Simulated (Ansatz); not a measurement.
# Geometry relaxation of CoO (part 1 of 5)

The run: geometry relaxation of CoO (18 atoms in the cell). Method and program: DFT PBE, scalar-relativistic, plane waves, PAW, spin-polarised (Ansatz 0.2.0).

The structure derives from an entry of the Crystallography Open Database. It belongs to a series of runs on one base structure; here: wire along [0 0 1], 18 atoms a period. Figures and captions count atoms from 1; the log counts them from 0 in places.

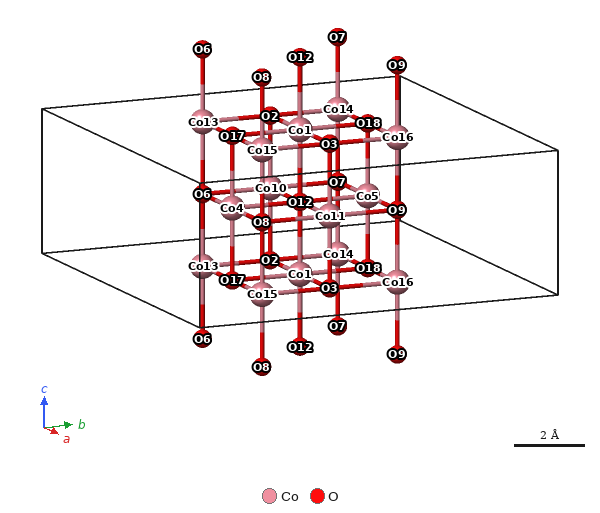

Fig. 1: The structure as given in the input (ball-and-stick view of the cell of the calculation, with the vacuum cut short, seen slightly off an axis; bonded neighbours outside the cell are drawn too; atoms are numbered from 1 in the order of the input). An atom can appear more than once, as a periodic image.

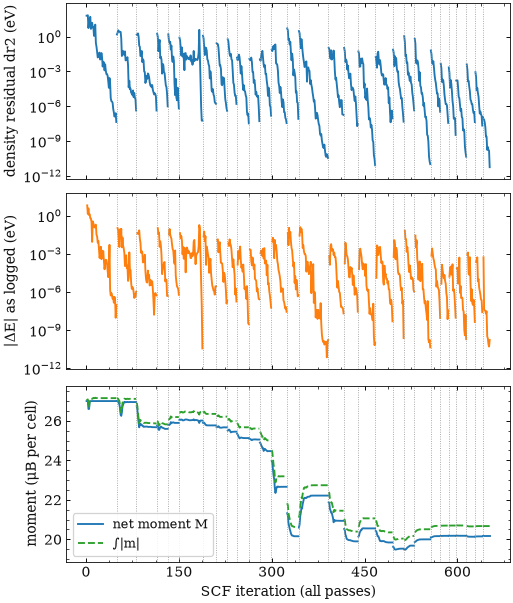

Fig. 2: Convergence of the self-consistent field: density residual dr2, size of the energy change and magnetic moment against the SCF iteration. The dotted lines part the SCF passes of the relaxation: geometry steps, rejected trials and re-solves on a re-selected basis. The 29 passes take 12 to 49 iterations each, 652 in all. The net moment goes from 27.0 to 20.2 μB per cell.

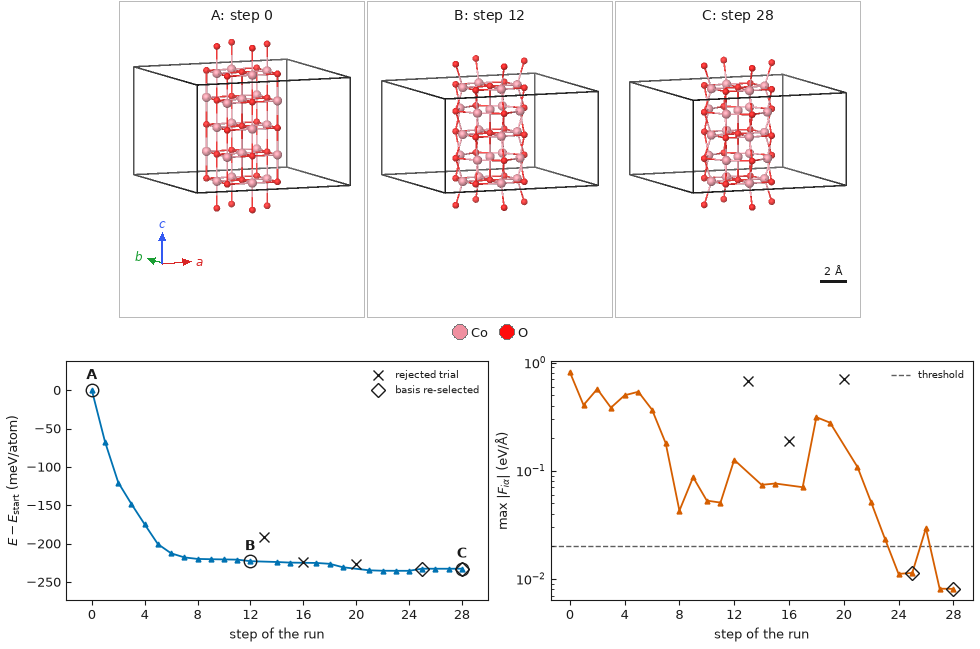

Fig. 3: Frames of the relaxation (ball-and-stick view of the 2 repeat of the cell, with the vacuum cut short (origin shifted), with bonded neighbours outside it, seen slightly off an axis) above the curves, on which the letters mark them (the first geometry is step 0 here and step 1 in the log).

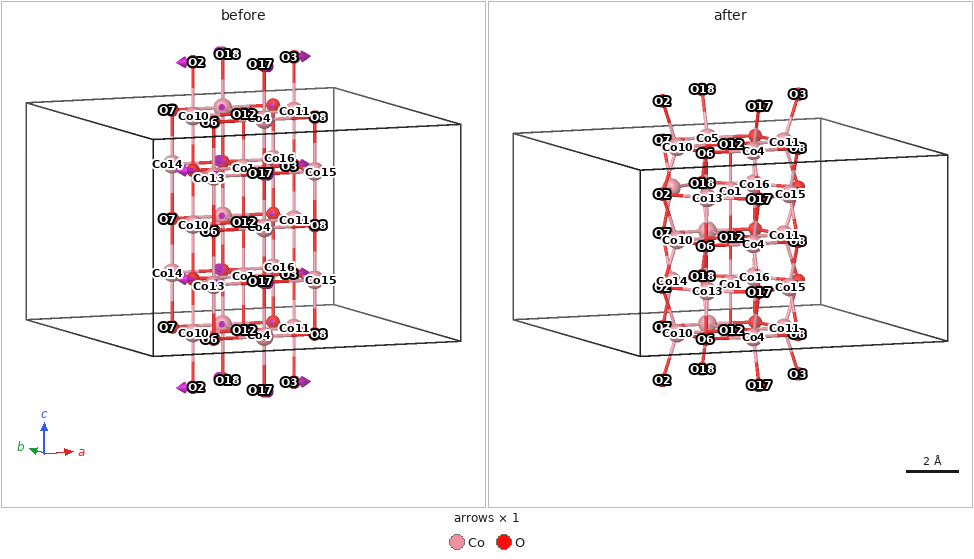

Fig. 4: Before (left) and after (right) the relaxation, at one scale (ball-and-stick view of the 2 repeat of the cell, with the vacuum cut short (origin shifted), with bonded neighbours outside it, seen slightly off an axis). The pink arrows give the displacements (without the part carried along by the change of the cell), at true length. The largest moves relative to the cell, 0.78 Å, are those of O17 and O18. Largest moves by element: O 0.78 Å, Co 0.50 Å. Along the periodic axis the drawn cell goes c 8.497 → 7.298 Å (−14.1 %). Among the contacts that change: Co1–O17 2.124 → 2.906 Å, Co1–O2 2.124 → 2.857 Å, Co1–O12 2.124 → 1.824 Å, O6–Co13 2.124 → 1.874 Å. Bonds break: Co1–O17 (2.12 → 2.91 Å), Co1–O18 (2.12 → 2.91 Å), Co1–O2 (2.12 → 2.86 Å), Co1–O3 (2.12 → 2.86 Å). Among the angles that change: Co14–O18–Co16 180.0° → 115.6°, O3–Co15–O17 90.0° → 153.9°, Co15–O3–Co16 180.0° → 116.5°. Over 26 geometry steps the energy falls by 233 meV per atom. Largest force component: 0.82 eV/Å at the start, 0.0081 eV/Å at the end. The line search rejected the trial steps at points 13, 16, 20 (counted from 0) and went back. 1 further SCF at an unchanged geometry re-selected the plane-wave basis for the new cell. The energy change given includes the shifts at the re-selections in mid-walk, which come without any move. A last SCF at the same geometry on a re-selected plane-wave basis shifts the energy by +0.1 meV per atom. (Atoms are counted from 1 in the order of the input.)

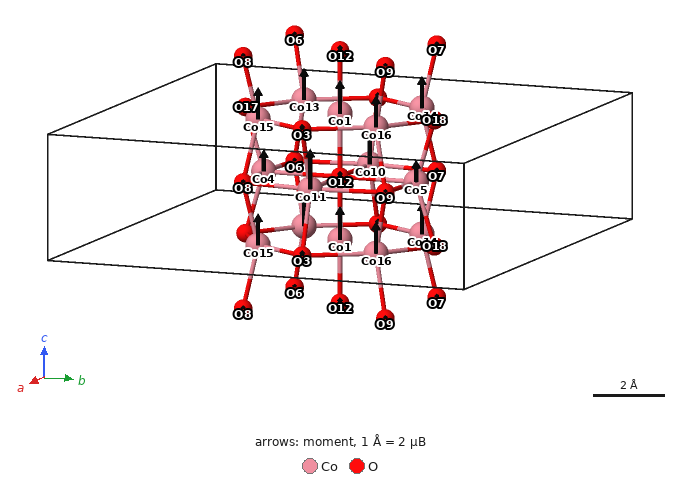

Fig. 5: Magnetic moments of the sites as black arrows (ball-and-stick view of the cell of the calculation, with the vacuum cut short, seen slightly off an axis; bonded neighbours outside the cell are drawn too; atoms are numbered from 1 in the order of the input); small moments hardly show. The run is collinear, so the axis drawn is arbitrary. Site moments: Co10, Co11 (2.35 μB); Co1 (1.96 μB); Co13, Co14, Co15, Co16 (1.86 μB); Co4, Co5 (1.29 μB); O12 (0.34 μB); O2, O3 (0.33 μB); O6, O7, O8, O9 (0.20 μB), among others. They are counted near the atoms and needn't add up to the moment of the cell.

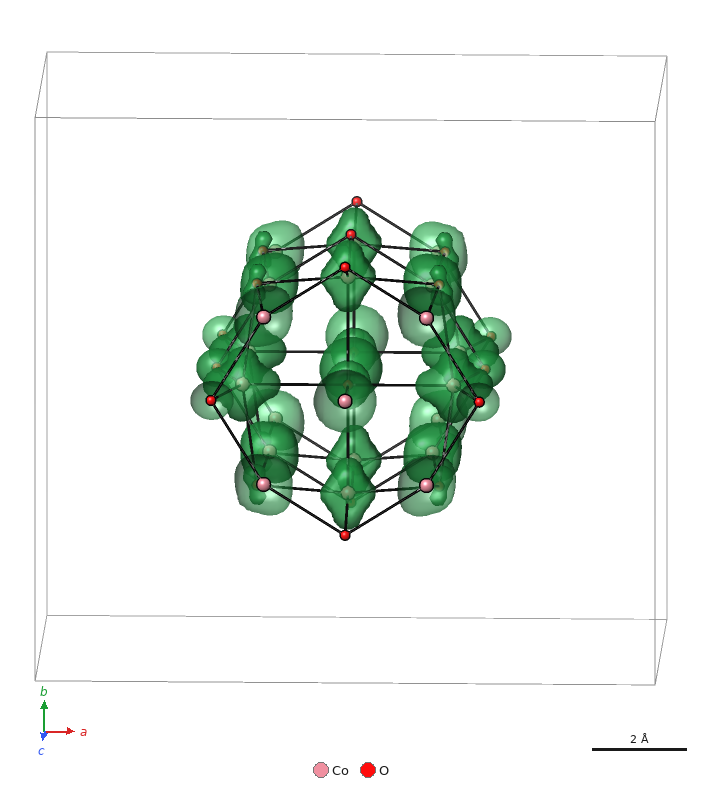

Fig. 6: Isosurfaces of the spin density at +0.3 (green) and −0.3 e/Å³ (red), seen from the side, at a tilt. Sticks mark near contacts. The cell of the calculation (18 atoms) carries 20.2 μB net. Only one sign reaches the isovalue. The fields are those of the smooth PAW valence density.

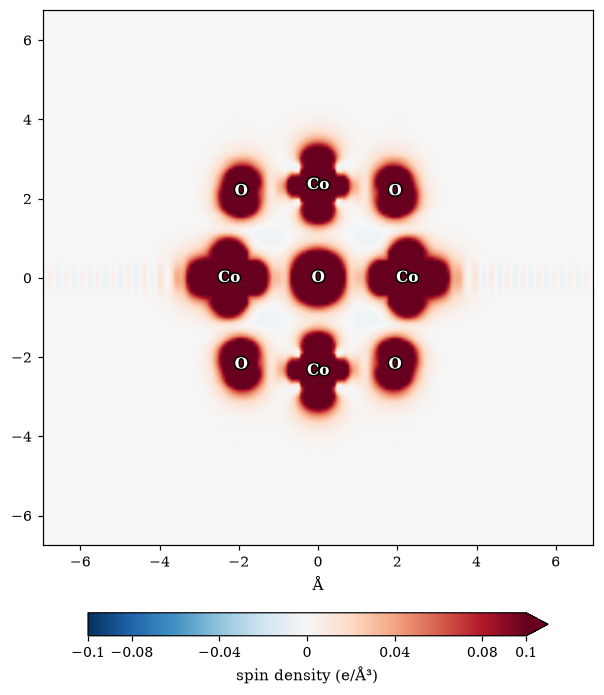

Fig. 7: Spin density (up minus down) on the (001) plane of the calculation cell, a cut from vacuum to vacuum. Atoms in the plane: Co and O. The cell of the calculation (18 atoms) carries 20.2 μB net.

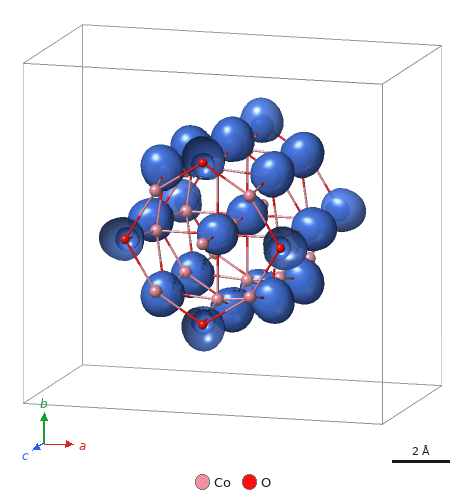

Fig. 8: Isosurface of the ELF at 0.75 (blue), seen from the side, at a tilt. Only the valence region is drawn (cores and ρ < 0.01 e/Å³ removed). Sticks mark near contacts. Along the contacts the grid gives the following. Co–O (1.82 Å): the ELF is about 0.20 at the midpoint (a polar contact without a shared pair, in a metal). Co–O (1.87 Å): the ELF is about 0.20 at the midpoint (a polar contact without a shared pair, in a metal).

The input that produced these results follows, with the program's output.

Input file:
```yaml
crystal:
  lattice:
    - [13.2, 0.0, 0.0]
    - [0.0, 13.5, 0.0]
    - [0.0, 0.0, 4.2483131215]
  atoms:
    - { symbol: Co, position: [0.5, 0.5, 0.0], spin: 2.74 }
    - { symbol: O, position: [0.3390790484, 0.5, 0.0], spin: 0.35 }
    - { symbol: O, position: [0.6609209516, 0.5, 0.0], spin: 0.35 }
    - { symbol: Co, position: [0.5, 0.3426550696, 0.5], spin: 2.74 }
    - { symbol: Co, position: [0.5, 0.6573449304, 0.5], spin: 2.74 }
    - { symbol: O, position: [0.3390790484, 0.3426550696, 0.5], spin: 0.35 }
    - { symbol: O, position: [0.3390790484, 0.6573449304, 0.5], spin: 0.35 }
    - { symbol: O, position: [0.6609209516, 0.3426550696, 0.5], spin: 0.35 }
    - { symbol: O, position: [0.6609209516, 0.6573449304, 0.5], spin: 0.35 }
    - { symbol: Co, position: [0.3390790484, 0.5, 0.5], spin: 2.74 }
    - { symbol: Co, position: [0.6609209516, 0.5, 0.5], spin: 2.74 }
    - { symbol: O, position: [0.5, 0.5, 0.5], spin: 0.35 }
    - { symbol: Co, position: [0.3390790484, 0.3426550696, 0.0], spin: 2.74 }
    - { symbol: Co, position: [0.3390790484, 0.6573449304, 0.0], spin: 2.74 }
    - { symbol: Co, position: [0.6609209516, 0.3426550696, 0.0], spin: 2.74 }
    - { symbol: Co, position: [0.6609209516, 0.6573449304, 0.0], spin: 2.74 }
    - { symbol: O, position: [0.5, 0.3426550696, 0.0], spin: 0.35 }
    - { symbol: O, position: [0.5, 0.6573449304, 0.0], spin: 0.35 }
basis:
  ecutwfc: 420
kpoints:
  mp_grid: { grid: [1, 1, 13] }
hamiltonian:
  xc: pbe
scf:
  occupations: { method: gaussian, width: 0.05 }
  lower_state_search: "off"
output:
  forces: true
  stress: true
  eigenvalues: true
  populations: true
  write_density: true
  write_potential: true
  elf: true
  volumetric_format: npy
magnetization:
  spin_polarized: true
relax:
  adjacent_minimum: "off"
  f_tol: 0.02
  max_steps: 45
  cell: { fix: [a, b, alpha, beta, gamma], stress_tol: 0.03 }
```

Run as:
```bash
ansatz run input.yaml --threads 4 --pin off --max-ram 11264MiB --backend cpu --events-out ev --progress --plain --runs-dir out
```

Output:
```
Engine: ansatz 0.2.0, x86_64-unknown-linux-gnu
Pseudopotentials: kind: paw
Pseudopotential: Co, paw, valence charge 17, recommended cutoff 420 eV (normal), Co.paw.azcp
Pseudopotential: O, paw, valence charge 6, recommended cutoff 420 eV (normal), O.paw.azcp
Functional definition: PBE
  parameter kappa = 0.804
  parameter beta = 0.06672455060314922
  exchange = pbe_x(kappa = kappa, mu = beta*pi^2/3)
  correlation = pbe_c(beta = beta)
Crystal: 18 atoms, lattice volume = 757.049 Å³
Basis set: ecut = 420 eV, 14779 PW (Γ), exchange–correlation on 180×192×60 points (8 copies of the dense FFT grid, shifted against one another)
Bands: 141, of which v1, the nominal top of the filled ones, is band 104 counted from 1 (103 counted from 0)
Symmetry: 8 space group operations
Space group: Pmmm (ITA 47), of the structure as read, at distance tolerance 9.1e-5 Å
Magnetic group: BNS 47.249 (UNI 347), of the structure as read, at distance tolerance 9.1e-5 Å
k-points: 7 of 13
Non-local potential: Co, projectors of the file, l = 0: 3, l = 1: 2, l = 2: 3, l = 3: 1
Non-local potential: O, projectors of the file, l = 0: 2, l = 1: 2, l = 2: 1
PAW form: soft (Blöchl's): semilocal exchange-correlation on the pseudo side does not see the compensation charge
PAW one-centre angular grid: Co, 590 points (default); XC on 64 Gauss nodes
PAW one-centre angular grid: O, 110 points (default); XC on 64 Gauss nodes
Initial density: superposition of atomic densities (neutral atoms: chi_scale 0, normalization atom)
Starting moments: Σ|m| = 27.81 μB on 18 of 18 sites
Initial wavefunctions: pseudopotential atomic-orbital guess
Functional: x = pbe(κ = 0.804, μ = 0.2195149727645171), c = pbe(β = 0.06672455060314922)
```
